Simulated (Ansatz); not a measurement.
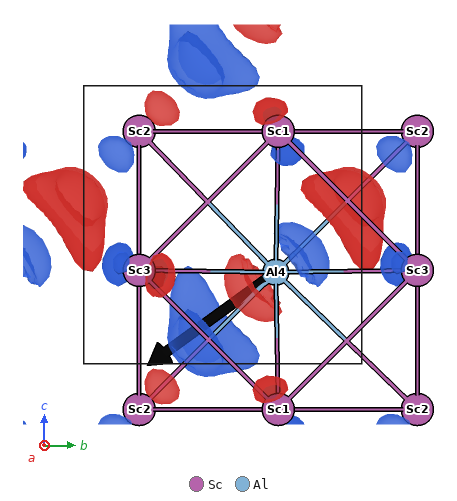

*Sc₃Al. Al4 was moved by 0.05 Å roughly along [0 −1 −1] in the axes of the cell drawn (arrow, not to scale). Change of the density less the rigid motion of the neutral atom's own density: blue surfaces at +0.002 and red ones at −0.002 e/Å³, in the cell of the calculation (origin moved) seen along the a axis.*

Space group Pm-3m; the calculation finds a residual pressure of about −2 GPa at this fixed cell. The cell comes from a database of computed structures, not from a measurement.

Computed with DFT PBEsol, scalar-relativistic, plane waves, PAW (Ansatz 0.2.0).

In a PAW calculation such maps are meaningful between the atoms, not at the nuclei.

```xyz
4
Lattice="4.4320 0.0000 0.0000 0.0000 4.4320 0.0000 0.0000 0.0000 4.4320" Properties=species:S:1:pos:R:3 pbc="T T T"
Sc    2.2160    0.0000    2.2160
Sc    0.0000    2.2160    2.2160
Sc    2.2160    2.2160    0.0000
Al    4.4219    4.3924    4.4031
```

> How do the electrons respond beyond following the atom?

About 0.03 e is rearranged in the cell. Outside the cores the largest gain, 0.003 e/Å³, lies 1.4 Å from a scandium nucleus and 1.8 Å from an aluminium one, and the largest loss, 0.003 e/Å³, lies 1.4 Å from a scandium nucleus and 1.9 Å from an aluminium one.

> How much does the computed force on the atom change?

The force on it changes by 0.20 eV/Å along the move, against it: a stiffness of about 3.9 eV/Å² for this sublattice shift.

Run times: 75 s (moved atom) and 21 s (base cell), on 1 thread of Arm Neoverse V2, with other jobs on the host.
